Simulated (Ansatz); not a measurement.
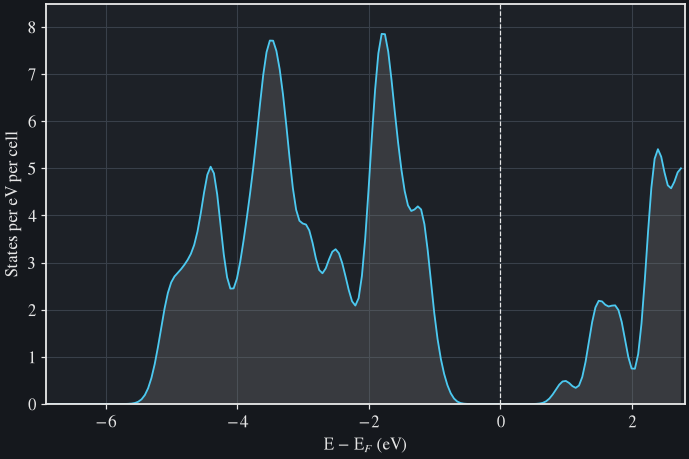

Describe the figure.

Density of states of BaTiO₃, space group Pm-3m, 5 atoms in the cell. Method: DFT, PBE with spin-orbit coupling, plane waves, PAW, 6×6×6 k mesh, 420 eV cutoff (Ansatz). Energies are counted from the Fermi level, put mid-gap where there is a gap. The curve is built from the levels of the k mesh with Gaussians 0.3 eV wide, which also blur the band edges.

There is a gap; over the k points computed it is 1.81 eV. The upper group of valence states starts about 4.5 eV under the valence-band top (which lies at −0.9 eV on this axis), with a gap beneath it; it holds about 18 electrons a cell.
